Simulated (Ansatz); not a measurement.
SnO₂ (space group P4_2/mnm, No. 136). Coordinates: a calculation's input that goes back to an entry of the Crystallography Open Database (an earlier step may have relaxed or displaced it).

```cif
data_structure
_symmetry_space_group_name_H-M 'P4_2/mnm'
_symmetry_Int_Tables_number 136
_cell_length_a 4.7374
_cell_length_b 4.7374
_cell_length_c 3.1864
_cell_angle_alpha 90.000
_cell_angle_beta 90.000
_cell_angle_gamma 90.000
_cell_volume 71.51
loop_
_atom_site_label
_atom_site_type_symbol
_atom_site_symmetry_multiplicity
_atom_site_Wyckoff_symbol
_atom_site_fract_x
_atom_site_fract_y
_atom_site_fract_z
_atom_site_occupancy
Sn1 Sn 2 a 0.50000 0.50000 0.50000 1
O1 O 4 g 0.80562 0.80562 0.50000 1
```

Bonds are taken as O–Sn below 2.3 Å; no other contact counts. The graph is simplified in the usual way: terminal and isolated atoms are pruned, two-connected atoms become edges.

What net does this leave?

The result is a binodal (3,6)-connected, three-periodic net: O is a 3-connected node; Sn is a 6-connected node, in the ratio 2:1. It is the rtl net, known from rutile. It is a single net, without interpenetration.

```csv
node,links,point symbol,coordination sequence
O,3,4·6²,3 14 19 62 51 144 99 254
Sn,6,4²·6¹⁰·8³,6 10 38 34 102 74 198 130
```

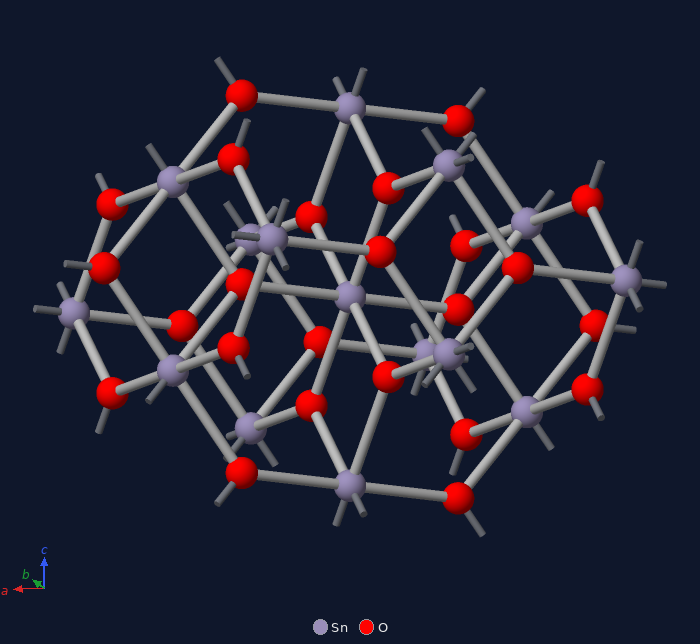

Nodes are coloured by element. Short stubs are edges that leave the cut-out.
